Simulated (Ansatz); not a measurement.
## Si: single-point calculation

The run: single-point calculation of Si (P-3m1, 2 atoms in the cell). Method and program: DFT PBE+D3(BJ), scalar-relativistic, plane waves, PAW, no spin polarisation (Ansatz 0.2.0).

The structure was made by a generator, so it may or may not be a known phase. Figures and captions count atoms from 1; the log counts them from 0 in places.

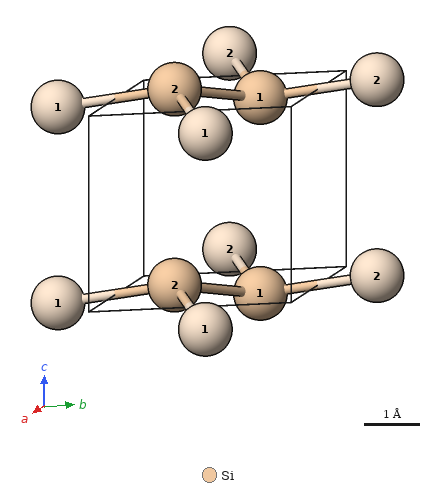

Fig. 1: The structure (ball-and-stick view of the cell of the calculation, seen slightly off an axis; neighbours outside the cell are drawn fainter; atoms are numbered from 1 in the order of the input). Near neighbours in the crystal (not all of them lie inside the picture): Si has 3 Si at 2.28 Å.

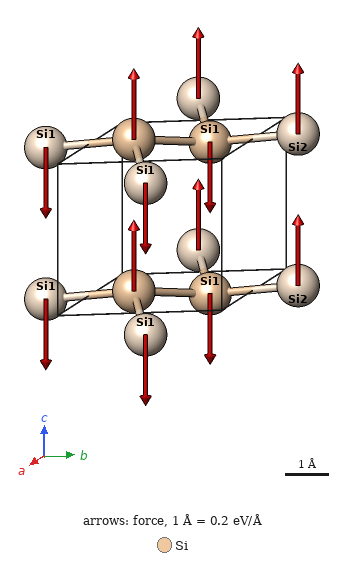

Fig. 2: Forces on the atoms as red arrows (ball-and-stick view of the cell of the calculation, seen slightly off an axis; neighbours outside the cell are drawn fainter; atoms are numbered from 1 in the order of the input). The largest act on Si1, Si2 (0.35 eV/Å). The geometry is not a stationary point of this energy.

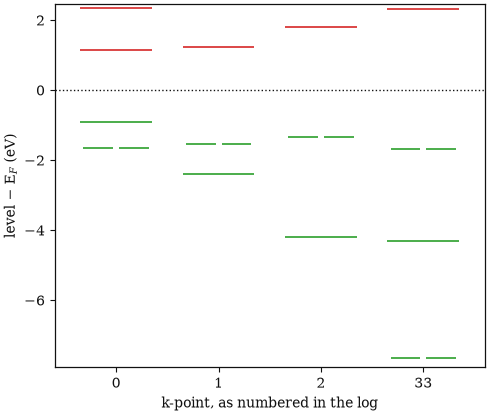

Fig. 3: Kohn–Sham levels near the Fermi level (dotted) at the few k-points that the log prints; levels within 0.02 eV of each other stand side by side. The system is metallic on the full mesh.

These pictures come from the run below.

**The input**
```yaml
crystal:
  lattice:
    - [3.87, 0.0, 0.0]
    - [-1.935, 3.35151831, 0.0]
    - [0.0, 0.0, 3.68]
  atoms:
    - { symbol: Si, position: [0.33333333, 0.66666667, 0.94021739] }
    - { symbol: Si, position: [0.66666667, 0.33333333, 0.05978261] }
basis:
  ecutwfc: 420
kpoints:
  mp_grid: { grid: [6, 6, 6] }
hamiltonian:
  xc: pbe
  dispersion: d3bj
scf:
  occupations: { method: gaussian, width: 0.1 }
  lower_state_search: "off"
output:
  forces: true
  stress: true
  eigenvalues: true
```

Launch command:
```bash
ansatz run input.yaml --threads 1 --pin off --max-ram 2048MiB --backend cpu --events-out ev --progress --plain --runs-dir out
```

**What the program printed**
```
Engine: ansatz 0.2.0, x86_64-unknown-linux-gnu
Pseudopotentials: kind: paw
Pseudopotential: Si, paw, valence charge 4, recommended cutoff 420 eV (normal), Si.paw.azcp
Functional definition: PBE
  parameter kappa = 0.804
  parameter beta = 0.06672455060314922
  exchange = pbe_x(kappa = kappa, mu = beta*pi^2/3)
  correlation = pbe_c(beta = beta)
Crystal: 2 atoms, lattice volume = 47.731 Å³
Basis set: ecut = 420 eV, 937 PW (Γ), exchange–correlation on 54×54×50 points (8 copies of the dense FFT grid, shifted against one another)
Bands: 8, of which v1, the nominal top of the filled ones, is band 4 counted from 1 (3 counted from 0)
Symmetry: 12 space group operations
Space group: P-3m1 (ITA 164), of the structure as read, at distance tolerance 3.6e-5 Å
k-points: 34 of 216
Non-local potential: Si, projectors of the file, l = 0: 2, l = 1: 2, l = 2: 2
PAW form: soft (Blöchl's): semilocal exchange-correlation on the pseudo side does not see the compensation charge
PAW one-centre angular grid: Si, 110 points (default); XC on 64 Gauss nodes
Initial density: superposition of atomic densities (neutral atoms: chi_scale 0, normalization atom), corrected by the library's trained network
Initial wavefunctions: pseudopotential atomic-orbital guess
Functional: x = pbe(κ = 0.804, μ = 0.2195149727645171), c = pbe(β = 0.06672455060314922)
SCF iter   1: F=—  HF=-1271.136318 eV  |F-HF|=—  |Δ(HF+E_count)|=         —  Δρ=1.59e-3  dr2=1.26e-3  ethr=1.77e-3  ⟨swp⟩=5.9  Hψ=2449  notcnv=0
preconditioner: auto → none  [insulator: Δε(μ)=0.370 eV  Ē_g=8.766 eV  σ=0.100 eV  W_gap=0.70  n_scr=8 (ndim 8)  ℏωp=15.2 eV  f_vac=0.000  D(μ)=1.11/eV (n_scr^D=8)  ε∞_Penn≈4.0]
SCF iter   2: F=—  HF=-1271.137122 eV  |F-HF|=—  |Δ(HF+E_count)|=   8.05e-4  Δρ=7.39e-4  dr2=2.53e-4  ethr=1.58e-5  ⟨swp⟩=2.1  Hψ=615  notcnv=0
SCF iter   3: F=—  HF=-1271.137374 eV  |F-HF|=—  |Δ(HF+E_count)|=   2.52e-4  Δρ=1.66e-4  dr2=1.15e-5  ethr=3.17e-6  ⟨swp⟩=2.9  Hψ=422  notcnv=0
SCF iter   4: F=—  HF=-1271.137367 eV  |F-HF|=—  |Δ(HF+E_count)|=   7.37e-6  Δρ=5.05e-5  dr2=8.95e-7  ethr=1.43e-7  ⟨swp⟩=2.2  Hψ=356  notcnv=0
iter 5 did not close the SCF: its close was put off for the readings that it lacked (scf_convergence_deferred on its scf_iter line)
SCF iter   5: F=-1271.137368 eV  HF=-1271.137368 eV  |F-HF|=4.12e-9  |Δ(HF+E_count)|=   7.19e-7  Δρ=4.20e-6  dr2=1.06e-8  ethr=1.12e-8  ⟨swp⟩=2.8  Hψ=414  notcnv=0
SCF iter   6: F=-1271.137368 eV  HF=-1271.137368 eV  |F-HF|=1.66e-11  |Δ(HF+E_count)|=   1.81e-9  Δρ=6.17e-7  dr2=1.98e-10  ethr=1.33e-10  ⟨swp⟩=2.4  Hψ=1009  notcnv=0
SCF 1 converged in 6 iterations: F = -1271.137368 eV  dr2 = 1.98e-10
  greatest PAW one-centre occupation: 0.648 electrons in one spin orbital (limit 2), on the Si atom at site 1 (counted from 0), in its partial waves of l = 0
SCF converged after 6 iterations
Free energy (F): -1271.137368 eV
Harris-Foulkes:  -1271.137368 eV  (|F-HF|=1.66e-11)
Internal energy: -1271.131870 eV  (E = F + TS)
E sigma→0 (E₀):  -1271.134619 eV
Entropy (-TS):   -0.005498 eV (-2.749 meV/atom)
Fermi energy:    4.777254 eV
--- Per-component energies (eV) ---
  E_band       = -2.891916
  E_kinetic    = 78.107185
  E_local      = -79.096297  (includes V_loc(G=0)·N_el)
  E_nonlocal   = 52.057791
  E_hartree    = 21.096827
  E_xc         = -108.906810
  E_vxc        = -91.466959  (∫ρ·V_xc dr)
  E_paw        = -1025.290098  (= ΣΔE_a)
  E_vpaw       = -4.687205  (= ΣTr[D̂ρ^β])
  E_aug_tail   = 0.000012  (compensation charges beyond the density's cutoff)
  E_ewald      = -208.364593
  E_disp       = -0.735887  (pairwise vdW)
  E_smearing   = -0.005498  (= −TS)
  E_closure    = 0.000000  (closes the sum)
  Σ components = -1271.137368   (vs F -1271.137368, Δ=0.00e0)
--- Forces (eV/Å), atoms counted from 1 ---
  atom   1  Si    -0.00000000    -0.00000000    -0.34760678
  atom   2  Si     0.00000000     0.00000000     0.34760678
  max |Σ_I F_I| component: 0.00e0 eV/Å
--- Stress (GPa, compression-positive) ---
       -1.045010       0.000000       0.000000
        0.000000      -1.045010      -0.000000
        0.000000      -0.000000      -4.920543
  P = ⅓ Tr σ = -2.3369 GPa (-23.369 kbar)
--- Band table (eV; the first three rows and the last of 34) ---
  k-point 0: bands = ["-6.8570", "3.1308", "3.1308", "3.8592", "5.9089", "7.1183", "7.2945", "7.2945"]
  k-point 1: bands = ["-6.6971", "2.3776", "3.2255", "3.2255", "6.0096", "7.4215", "7.4215", "8.9654"]
  k-point 2: bands = ["-6.3250", "0.5876", "3.4309", "3.4309", "6.5726", "7.7043", "7.7043", "9.9045"]
  k-point 33: bands = ["-2.8779", "-2.8779", "0.4638", "3.1075", "3.1075", "7.0918", "10.7442", "11.2711"]
```

**Results in brief**

| quantity | value |
| --- | --- |
| outcome | converged |
| space group (tolerance 0.01 Å) | P-3m1 (164) |
| electrons treated | 8 |
| free energy | −1271.1374 eV |
| Fermi energy | 4.777 eV |
| gap on the k-point mesh | none (metallic) |
| pressure | −2.34 GPa |
| largest force (length of the vector) | 0.348 eV/Å |
| hardware | 1 thread of AMD EPYC (Zen 3), 64 GiB of memory available, shared host |
| wall time | 2.7 s |
| peak memory | 0.34 GiB |
